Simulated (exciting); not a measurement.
Consider GaN, space group F-43m.

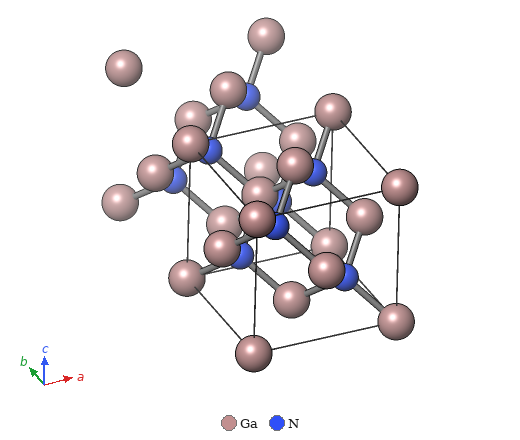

The structure (gallium pink, nitrogen blue). Bonds to atoms that aren't drawn are left out. 1×2×1 conventional cells are drawn. Some periodic images of atoms are drawn too.

```xyz
2
Lattice="0.0000 2.2535 2.2535 2.2535 0.0000 2.2535 2.2535 2.2535 0.0000" Properties=species:S:1:pos:R:3 pbc="T T T"
Ga    0.0000    0.0000    0.0000
N     1.1268    1.1268    1.1268
```

Absorber: atom 2, with 4 Ga at 1.95 Å (tetrahedral, site symmetry -43m). Method: exciting, all-electron LAPW+lo, LDA, exchange and screened direct term (singlet BSE), 6×6×6 shifted k points, 11 conduction bands, |G+q| up to 3 bohr⁻¹, full RPA screening with nempty = 30, Lorentzian half width 0.45 eV.

Q: Predict the N K near-edge structure at this level.

Bound core exciton? Undecided on this mesh: the first bright state (over 5 % of the brightest) lies at 0.54 eV from the Kohn–Sham onset and at 0.00 eV from the lowest bare transition of its own mesh; weaker or dark states reach down to 0.11 eV. Maxima (height): 2.0 eV (1.00) and 7.2 eV (0.52).

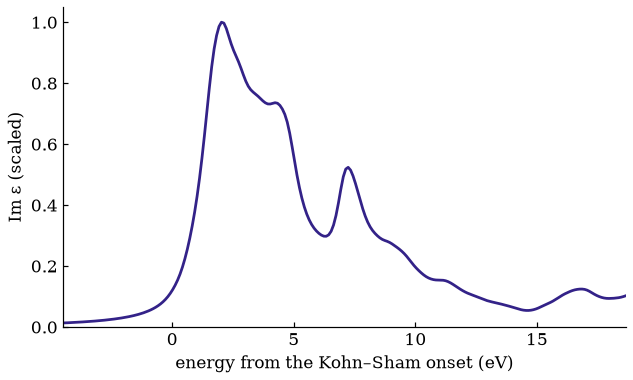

Energy from the Kohn–Sham onset, core level to the lowest empty state found on the meshes used; Im ε in relative units.

A mesh of 216 points doesn't converge binding energies. Exchange and the short-range direct term aren't converged in the kernel cutoff. The zero comes from the unshifted 6×6×6 ground-state mesh; it is exact only where the band minimum lies on that mesh. The structure is a Materials Project entry, computed there, and may be a hypothetical form.

[Banner, clock and machine lines of the logs are left out without a mark of their own.]

[Logs are printed without paths, hosts, clocks, repeated set-up lines and the standing remarks that a program may print on its own settings, such as how far it seeks lower states.]

[Hosts, paths, dates, database ids (printed as entryN), source tags and the programs' standing remarks are cut or masked in the printed files.]
